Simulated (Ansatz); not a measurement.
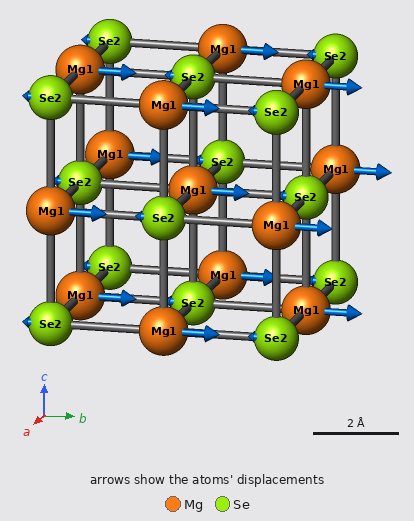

The lowest optical mode of crystalline MgSe (a generated structure), space group Fm-3m (No. 225), at the zone centre. The blue arrows are the displacements of the atoms (eigenvector over the root of the mass), of arbitrary overall length and sign. A ball-and-stick model of the conventional cell (4 times the calculation's cell), seen slightly off an axis. Lengths and directions refer to the drawn axes.

All numbers below come from DFT PBE, scalar-relativistic, plane waves, PAW (Ansatz). (plane-wave cutoff 420 eV; k-point mesh 8 × 8 × 8; occupations fixed; no spin polarisation)

Frequencies are those without the non-analytic (LO–TO) term.

**Is the structure stable against all modes at this point?**

Yes: this softest mode has a real frequency, and so have all others here. That speaks for this wave vector alone: the rest of the zone wasn't checked in this run. This is the T₁u mode (triply degenerate; one member of the set is drawn) at 21.3 meV, the only optical level, infrared-active by symmetry. The Mg sublattice moves against the Se sublattice, along b; it stretches the shortest Mg–Se bonds (2.75 Å); the kinetic energy is shared as Mg 76 %, Se 24 %. Its infrared intensity is 23 (D/Å)²/amu for the set. The value is the transverse one; the longitudinal partner lies at 298 cm⁻¹.
